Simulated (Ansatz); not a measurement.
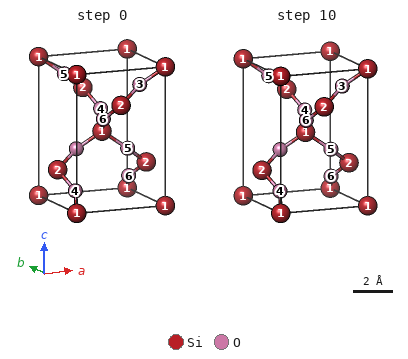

The structure of solid SiO2 (set up in I-42d) before (left) and after (right) a relaxation, at one scale.

Style: ball-and-stick. Shown: the conventional cell (2 times the calculation's cell), slightly off an axis. Lengths and directions refer to the drawn axes.

Case: relaxed again under DFT LDA, scalar-relativistic, plane waves, PAW.

Method: DFT LDA, scalar-relativistic, plane waves, PAW in Ansatz 0.2.0.

Input
```yaml
crystal:
  lattice:
    - [-2.5133692874, 2.5133692874, 3.6893906329]
    - [2.5133692874, -2.5133692874, 3.6893906329]
    - [2.5133692874, 2.5133692874, -3.6893906329]
  atoms:
    - { symbol: Si, position: [0.0, 0.0, 0.0] }
    - { symbol: Si, position: [0.75, 0.25, 0.5] }
    - { symbol: O, position: [0.9670112619, 0.625, 0.8420112619] }
    - { symbol: O, position: [0.375, 0.2170112619, 0.3420112619] }
    - { symbol: O, position: [0.7829887381, 0.125, 0.1579887381] }
    - { symbol: O, position: [0.875, 0.0329887381, 0.6579887381] }
basis:
  ecutwfc: 420
kpoints:
  mp_grid: { grid: [6, 6, 6] }
hamiltonian:
  xc: lda
scf:
  occupations: { method: gaussian, width: 0.02 }
output:
  forces: true
  stress: true
  eigenvalues: true
relax:
  adjacent_minimum: "off"
  f_tol: 0.005
  max_steps: 50
  cell: { stress_tol: 0.05 }
```

Launched with:
```bash
ansatz run input.yaml --threads 1 --pin off --max-ram 2560MiB --backend cpu --events-out ev --progress --plain --runs-dir out
```

What changed between the two?

The largest moves relative to the cell, 0.033 Å, are those of O3, O4, O5 and O6. O5 goes along −b. Si stays in place. The drawn cell changes as follows: a = b 5.027 → 4.931 Å (−1.9 %), c 7.379 → 7.283 Å (−1.3 %); the volume changes by −5.0 %. Some distances before and after: Si1–O3 1.626 → 1.608 Å. Bond angles that change, for instance: Si1–O6–Si2 146.9° → 144.8°. The space group stays I-42d (No. 122). The energy falls by 10.2 meV per atom in 7 accepted moves (10 points after the start). The largest force component goes from 0.34 to 0.00048 eV/Å. The pressure goes from −5.59 to −0.01 GPa. The SCF was repeated 3 times at an unchanged geometry on a basis and grid sized afresh for the cell, which shifted the energy by 2.1 meV per atom at most. The run took 77 s on 1 thread of Arm Neoverse V1, on a shared host, peak memory 0.33 GiB.
